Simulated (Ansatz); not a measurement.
System: antifluorite-type Li$_{2}$Se, space group Fm-3m (No. 225), 3 atoms in the primitive cell, relaxed with r2SCAN; unstrained, cubic a = 5.987 Å. The cell is strained biaxially in the xy plane; the length along z is relaxed again with r2SCAN. Points keep the names of the unstrained cell; those that the strain makes unlike carry their directions on the cubic axes x, y, z. Ansatz 0.2.0; PBE, Ansatz PAW set, no spin polarisation, no spin-orbit coupling, 8×8×8 k mesh, 420 eV cutoff.

At 0 % the lowest conduction levels at the points plotted lie 2.97 eV (X [001]), 2.97 eV (X [100]/[010]) and 3.42 eV (Γ) above the valence top at Γ.

**How does each level move from −1 % to +2.5 %?**

X [001] falls by 0.14 eV, X [100]/[010] rises by 0.05 eV and Γ falls by 0.27 eV. Unstrained, the X points are equivalent. At +2.5 % the lowest conduction level is 2.84 eV at X [001] and 2.97 eV at X [100]/[010] above the valence top, a splitting of 0.13 eV, or 52 meV for each 1 % of strain on average.

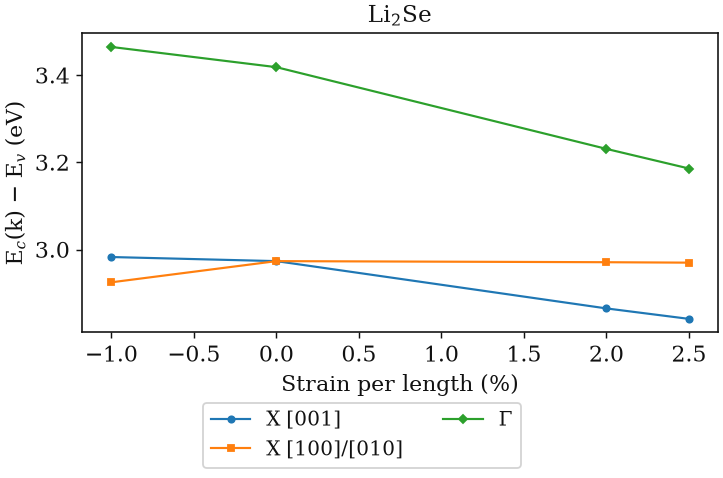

Lowest conduction level at each named k point, counted from the valence-band top at Γ.

```csv
strain,X [001] (eV),X [100]/[010] (eV),Γ (eV)
−1 %,2.98,2.92,3.46
0 %,2.97,2.97,3.42
+2 %,2.87,2.97,3.23
+2.5 %,2.84,2.97,3.19
```

The strain splits the threefold valence top at Γ, and levels count from its highest part. Spin-orbit coupling is left out, which matters for Se. LDA, GGA and most meta-GGA functionals understate gaps. The cell was built by a generator and needn't be a form met in nature.
